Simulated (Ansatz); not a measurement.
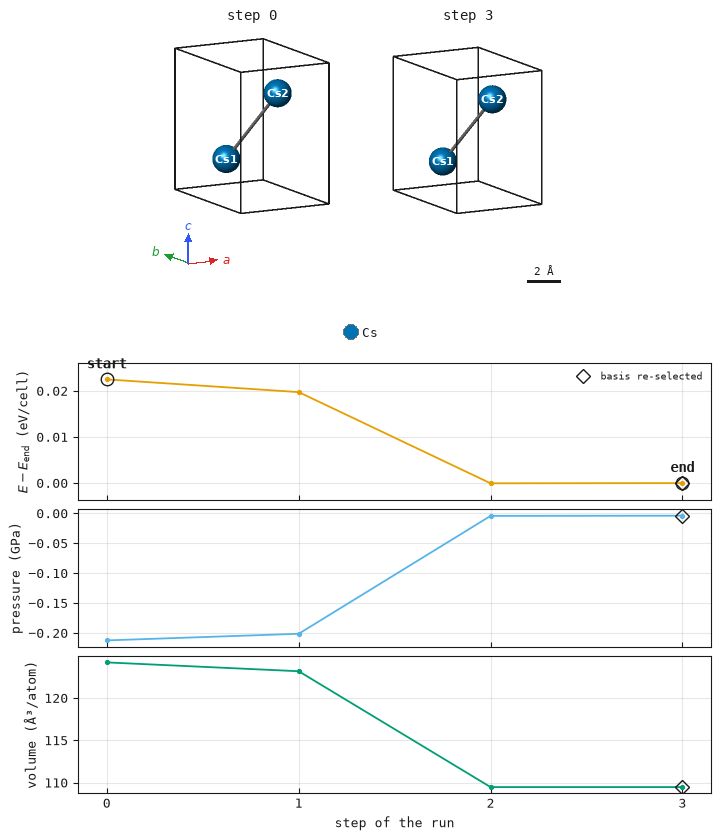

First and last geometry of a relaxation of a crystal of Cs (built on the database_194 type), with the history of the run. Style: ball-and-stick. Shown: the cell of the calculation, from a free direction.

Case: structure listed in a database for this formula (P6_3/mmc, No. 194).

All numbers below come from Ansatz 0.2.0, DFT PBEsol, scalar-relativistic, plane waves, PAW.

Input file:
```yaml
crystal:
  lattice:
    - [5.5663060538, 0.0, 0.0]
    - [-2.7831530269, 4.8205624479, 0.0]
    - [0.0, 0.0, 9.25847896]
  atoms:
    - { symbol: Cs, position: [0.33333333, 0.66666667, 0.25] }
    - { symbol: Cs, position: [0.66666667, 0.33333333, 0.75] }
basis:
  ecutwfc: 420
kpoints:
  mp_grid: { grid: [12, 12, 6] }
hamiltonian:
  xc: pbesol
scf:
  occupations: { method: gaussian, width: 0.1 }
output:
  forces: true
  stress: true
  eigenvalues: true
relax:
  adjacent_minimum: "off"
  f_tol: 0.01
  max_steps: 80
  cell: { stress_tol: 0.05 }
```

### What do the curves and the structures tell?

It converged. The atoms keep their places relative to the cell (all moves are under 0.005 Å). The drawn cell changes as follows: a = b 5.566 → 5.368 Å (−3.6 %), c 9.258 → 8.773 Å (−5.2 %); the volume changes by −11.9 %. Among the contacts that change: Cs1–Cs2 5.635 → 5.371 Å, Cs1–Cs1 5.566 → 5.368 Å. The space group stays P6_3/mmc (No. 194). The energy falls by 22.5 meV per cell of the calculation in 2 accepted moves (3 points after the start). All forces vanish by symmetry, so only the cell relaxes. Pressure: −0.21 GPa at the start and 0.00 GPa at the end. The SCF was repeated once at an unchanged geometry on a basis and grid sized afresh for the cell, which shifted the energy by less than 0.05 meV per cell of the calculation at most. The run took about 50 core-seconds on a shared host.

```csv
step,"E − E(0), meV/atom","pressure, GPa","volume, Å³/atom",note
0,0.00,-0.21,124.215,
1,-1.38,-0.20,123.173,
2,-11.28,0.00,109.486,
3,-11.26,0.00,109.486,"same geometry, new basis"
```
